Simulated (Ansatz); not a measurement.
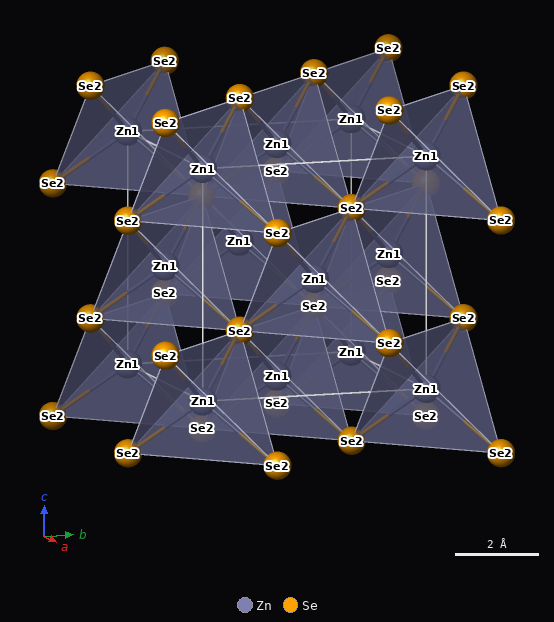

Figure 1. The input geometry of run 1 (polyhedral view of the cell 4 times as large as that of the calculation, set on its symmetry axes, seen slightly off an axis; polyhedra are completed across the faces of the cell; atoms are numbered from 1 in the order of the input).

**What a change does: geometry relaxation on ZnSe**

System: ZnSe (F-43m, 2 atoms in the cell).
Method of run 1: DFT, r2SCAN, plane waves, PAW, no spin polarisation (Ansatz 0.2.0).

The structure derives from an entry of the Crystallography Open Database. The geometry comes from this level: PBE. Text and figures count atoms from 1; the logs count them from 0 in places.

### Input file, run 1
```yaml
crystal:
  lattice:
    - [0.0, 2.865920192, 2.865920192]
    - [2.865920192, 0.0, 2.865920192]
    - [2.865920192, 2.865920192, 0.0]
  atoms:
    - { symbol: Zn, position: [0.0, 0.0, 0.0] }
    - { symbol: Se, position: [0.25, 0.25, 0.25] }
kpoints:
  mp_grid: { grid: [8, 8, 8] }
hamiltonian:
  xc: r2scan
scf:
  occupations: { method: fermi_dirac, width: 0.02 }
relax:
  f_tol: 0.005
  cell: {}
```

Command:
```bash
ansatz run input.yaml --threads 2 --pin off --max-ram 2211MiB --backend cpu --events-out ev --progress --plain --runs-dir out
```

Hardware: 2 threads of Arm Neoverse N1, 98 GiB of memory available, shared host.

### Output, shortened to warnings, some set-up lines, iterations and results (run 1)
```
Basis set: ecut = 500 eV, 1243 PW (Γ), exchange–correlation on 120×120×120 points (64 copies of the dense FFT grid, shifted against one another)
Symmetry: 24 space group operations
k-points: 29 of 512 (time reversal used)
Initial density: superposition of atomic densities (neutral atoms: chi_scale 0, normalization atom), corrected by the library's trained network
[...]
SCF iter   1: F=—  HF=-8805.492602 eV  |F-HF|=—  |Δ(HF+E_count)|=         —  Δρ=1.39e-2  dr2=4.19e-2  dr2_τ=5.06e-3  ethr=1.77e-3  ⟨swp⟩=5.9  Hψ=2831  notcnv=0
SCF iter   2: F=—  HF=-8805.490789 eV  |F-HF|=—  |Δ(HF+E_count)|=   1.81e-3  Δρ=3.02e-3  dr2=5.14e-3  dr2_τ=1.91e-4  ethr=1.49e-4  ⟨swp⟩=2.4  Hψ=1130  notcnv=0
SCF iter   3: F=—  HF=-8805.487437 eV  |F-HF|=—  |Δ(HF+E_count)|=   3.35e-3  Δρ=2.67e-3  dr2=1.41e-3  dr2_τ=1.23e-5  ethr=1.84e-5  ⟨swp⟩=2.0  Hψ=871  notcnv=0
SCF iter   4: F=—  HF=-8805.487612 eV  |F-HF|=—  |Δ(HF+E_count)|=   1.75e-4  Δρ=5.66e-4  dr2=9.63e-5  dr2_τ=4.47e-6  ethr=5.04e-6  ⟨swp⟩=2.8  Hψ=1047  notcnv=0
SCF iter   5: F=—  HF=-8805.487599 eV  |F-HF|=—  |Δ(HF+E_count)|=   1.25e-5  Δρ=3.74e-5  dr2=3.38e-7  dr2_τ=1.78e-8  ethr=3.44e-7  ⟨swp⟩=2.0  Hψ=928  notcnv=0
[... 22 lines ...]
SCF iter   4: F=—  HF=-8805.498620 eV  |F-HF|=—  |Δ(HF+E_count)|=   6.39e-8  Δρ=1.32e-6  dr2=3.25e-10  dr2_τ=2.35e-11  ethr=3.18e-10  ⟨swp⟩=2.0  Hψ=754  notcnv=0
SCF iter   5: F=—  HF=-8805.498620 eV  |F-HF|=—  |Δ(HF+E_count)|=  3.51e-10  Δρ=2.95e-7  dr2=5.14e-11  dr2_τ=3.04e-12  ethr=1.16e-12  ⟨swp⟩=2.0  Hψ=783  notcnv=0
SCF iter   6: F=-8805.498620 eV  HF=-8805.498620 eV  |F-HF|=1.82e-12  |Δ(HF+E_count)|=  1.82e-11  Δρ=8.05e-8  dr2=1.88e-12  dr2_τ=3.95e-14  ethr=1.00e-12  ⟨swp⟩=5.2  Hψ=2282  …
SCF 4 converged in 6 iterations: F = -8805.498620 eV  dr2 = 1.88e-12
relax step   4: F+E_penalty+E_count = -8805.49862013 eV  Δ(F+E_penalty+E_count) = +2.051e-4 eV  max|allowed force component| = 5.378e-17 eV/Å  Δτ_max = 0.0000 Å  P = +0.019 …
basis re-selected at this cell: Δ(F+E_penalty+E_count) = +2.051e-4 eV, ΔP = -0.006 GPa vs the last step (what re-selecting the basis moved, of the pressure what is left beyond the Pulay correction that the steps carried, after the strain that the cell walked since its last selection, with what the …
SCF converged after 6 iterations
Free energy (F): -8805.498620 eV
Harris-Foulkes:  -8805.498620 eV  (|F-HF|=1.82e-12)
Internal energy: -8805.498620 eV  (E = F + TS)
E sigma→0 (E₀):  -8805.498620 eV
Fermi energy:    7.431705 eV
--- Per-component energies (eV) ---
  E_band       = -399.289514
  E_kinetic    = 249.564957
  E_local      = -4395.690697  (includes V_loc(G=0)·N_el)
  E_nonlocal   = 22.938487
  E_hartree    = 2039.603896
  E_xc         = -222.233546
  E_vxc        = -159.288519  (∫ρ·V_xc dr)
  E_paw        = -3775.470048  (= ΣΔE_a)
  E_vpaw       = -204.098446  (= ΣTr[D̂ρ^β])
  E_aug_tail   = -0.000239  (compensation charges beyond the density's cutoff)
  E_vtau       = 8.077184  (kinetic-family band-sum trace: ∫τ·v_τ [+ j·A + Jᵃ·Aᵃ] dr)
  E_ewald      = -2722.264042
  E_core_change = -1.947389  (= ΣΔE_core)
  E_smearing   = -0.000000  (= −TS)
  E_closure    = -0.000000  (closes the sum)
  Σ components = -8805.498620   (vs F -8805.498620, Δ=0.00e0)
--- Forces (eV/Å), atoms counted from 1 ---
  atom   1  Zn     0.00000000    -0.00000000    -0.00000000
  atom   2  Se    -0.00000000     0.00000000     0.00000000
  max |Σ_I F_I| component: 5.90e-17 eV/Å
--- Stress (GPa, compression-positive) ---
        0.019477       0.000000       0.000000
       -0.000000       0.019477       0.000000
       -0.000000       0.000000       0.019477
  P = ⅓ Tr σ = 0.0195 GPa (0.195 kbar)
--- Relaxed structure (3 steps of the walk, 3 accepted, 1 SCFs on fresh bases) ---
  F+E_penalty+E_count = -8805.49862013 eV   max|allowed force component| = 5.378e-17 eV/Å   (the final SCF, on the basis selected at the relaxed cell)
  cell:  # Å, volume = 45.4470 Å³
    - [1.3375351586350922e-34, 2.832424672054192, 2.832424672054192]
    - [2.832424672054192, 1.3056890834294951e-33, 2.832424672054192]
    - [2.832424672054192, 2.832424672054192, 1.1719355675659858e-33]
  atoms:
    - { symbol: Zn, position: [-6.518856875784519e-34, 5.780344767977522e-34, 7.211868237612886e-34] }
    - { symbol: Se, position: [0.25, 0.25, 0.25] }
```

For run 2 the input was changed thus:
```diff
-  xc: r2scan
+  xc: lda
+output:
+  write_density: true
+  write_potential: true
+  elf: true
+  volumetric_format: npy
```

What does this change do to the results?

The total energies belong to different methods, so their difference says nothing on which is more stable or more accurate. The volume per atom goes from 22.72 to 21.57 Å³. The functional changes from r2SCAN to LDA. The SCF takes 27 iterations over all geometry steps against 24. The default cutoff goes from 500 to 420 eV with the change. On the same kind of shared host run 2 took about 0.56 times as long.

### Output, shortened to warnings, some set-up lines, iterations and results (run 2)
```
Basis set: ecut = 420 eV, 941 PW (Γ)
Symmetry: 24 space group operations
k-points: 29 of 512 (time reversal used)
Initial density: superposition of atomic densities (neutral atoms: chi_scale 0, normalization atom), corrected by the library's trained network
[...]
SCF iter   1: F=—  HF=-8630.784675 eV  |F-HF|=—  |Δ(HF+E_count)|=         —  Δρ=5.30e-3  dr2=8.53e-3  ethr=1.77e-3  ⟨swp⟩=6.0  Hψ=2655  notcnv=0
SCF iter   2: F=—  HF=-8630.782105 eV  |F-HF|=—  |Δ(HF+E_count)|=   2.57e-3  Δρ=2.05e-3  dr2=9.26e-4  ethr=3.05e-5  ⟨swp⟩=2.0  Hψ=1101  notcnv=0
SCF iter   3: F=—  HF=-8630.781991 eV  |F-HF|=—  |Δ(HF+E_count)|=   1.14e-4  Δρ=1.25e-3  dr2=3.17e-4  ethr=3.31e-6  ⟨swp⟩=2.0  Hψ=814  notcnv=0
SCF iter   4: F=—  HF=-8630.781942 eV  |F-HF|=—  |Δ(HF+E_count)|=   4.89e-5  Δρ=3.40e-4  dr2=5.40e-5  ethr=1.13e-6  ⟨swp⟩=2.0  Hψ=756  notcnv=0
SCF iter   5: F=—  HF=-8630.781917 eV  |F-HF|=—  |Δ(HF+E_count)|=   2.54e-5  Δρ=2.40e-5  dr2=3.96e-7  ethr=1.93e-7  ⟨swp⟩=2.0  Hψ=754  notcnv=0
[... 27 lines ...]
SCF iter   4: F=—  HF=-8630.850236 eV  |F-HF|=—  |Δ(HF+E_count)|=   1.71e-7  Δρ=7.45e-6  dr2=1.25e-8  ethr=7.10e-10  ⟨swp⟩=2.0  Hψ=754  notcnv=0
SCF iter   5: F=—  HF=-8630.850236 eV  |F-HF|=—  |Δ(HF+E_count)|=   1.84e-9  Δρ=1.81e-6  dr2=3.52e-10  ethr=4.46e-11  ⟨swp⟩=2.2  Hψ=805  notcnv=0
SCF iter   6: F=-8630.850236 eV  HF=-8630.850236 eV  |F-HF|=5.46e-12  |Δ(HF+E_count)|=  1.47e-10  Δρ=3.10e-7  dr2=8.25e-12  ethr=1.00e-12  ⟨swp⟩=4.5  Hψ=2748  notcnv=0
SCF 5 converged in 6 iterations: F = -8630.850236 eV  dr2 = 8.25e-12
relax step   5: F+E_penalty+E_count = -8630.85023555 eV  Δ(F+E_penalty+E_count) = +9.478e-4 eV  max|allowed force component| = 1.966e-17 eV/Å  Δτ_max = 0.0000 Å  P = -0.010 …
basis re-selected at this cell: Δ(F+E_penalty+E_count) = +9.478e-4 eV, ΔP = -0.003 GPa vs the last step (what re-selecting the basis moved, of the pressure what is left beyond the Pulay correction that the steps carried, after the strain that the cell walked since its last selection, with what the …
SCF converged after 6 iterations
Free energy (F): -8630.850236 eV
Harris-Foulkes:  -8630.850236 eV  (|F-HF|=5.46e-12)
Internal energy: -8630.850236 eV  (E = F + TS)
E sigma→0 (E₀):  -8630.850236 eV
Fermi energy:    7.841629 eV
--- Per-component energies (eV) ---
  E_band       = -377.522236
  E_kinetic    = 252.134878
  E_local      = -4323.106428  (includes V_loc(G=0)·N_el)
  E_nonlocal   = 27.338395
  E_hartree    = 2001.449723
  E_xc         = -239.794497
  E_vxc        = -152.900201  (∫ρ·V_xc dr)
  E_paw        = -3582.894438  (= ΣΔE_a)
  E_vpaw       = -183.887313  (= ΣTr[D̂ρ^β])
  E_aug_tail   = -0.000958  (compensation charges beyond the density's cutoff)
  E_ewald      = -2769.751413
  E_core_change = 3.774504  (= ΣΔE_core)
  E_smearing   = -0.000000  (= −TS)
  E_closure    = -0.000000  (closes the sum)
  Σ components = -8630.850236   (vs F -8630.850236, Δ=0.00e0)
--- Forces (eV/Å), atoms counted from 1 ---
  atom   1  Zn     0.00000000     0.00000000    -0.00000000
  atom   2  Se    -0.00000000     0.00000000     0.00000000
  max |Σ_I F_I| component: 2.95e-17 eV/Å
--- Stress (GPa, compression-positive) ---
       -0.009977      -0.000000      -0.000000
       -0.000000      -0.009977       0.000000
       -0.000000       0.000000      -0.009977
  P = ⅓ Tr σ = -0.0100 GPa (-0.100 kbar)
--- Relaxed structure (4 steps of the walk, 4 accepted, 1 SCFs on fresh bases) ---
  F+E_penalty+E_count = -8630.85023555 eV   max|allowed force component| = 1.966e-17 eV/Å   (the final SCF, on the basis selected at the relaxed cell)
  cell:  # Å, volume = 43.1493 Å³
    - [-5.604909236185147e-34, 2.783862767935517, 2.783862767935517]
    - [2.783862767935517, 5.146325753224546e-33, 2.783862767935517]
    - [2.783862767935517, 2.783862767935517, 3.36294554171109e-33]
  atoms:
[...]
```

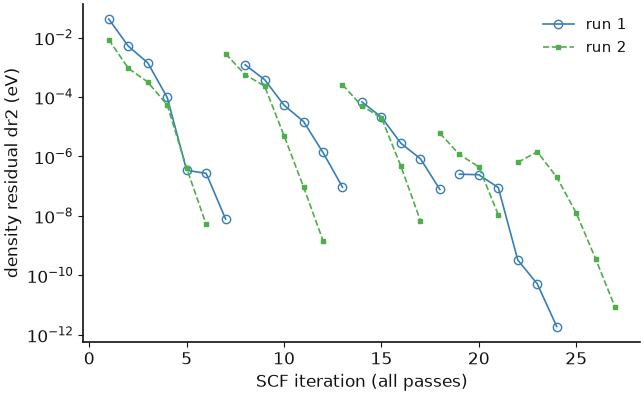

Figure 2. Convergence of the two runs: density residual dr2 against the SCF iteration. A break in a curve parts two SCF passes. Run 1 takes 24 iterations in all, and run 2 takes 27.

### The two runs side by side

```tsv
quantity	run 1	run 2
outcome	converged	converged
free energy per atom (eV)	−4402.7493	−4315.4251
pressure (GPa)	0.02	−0.01
volume per atom (Å³)	22.72	21.57
largest force (eV/Å)	0.000	0.000
SCF iterations	24	27
irreducible k-points	29	29
gap on the mesh (eV)	–	1.25
wall time (shared host)	20 s	11 s
```
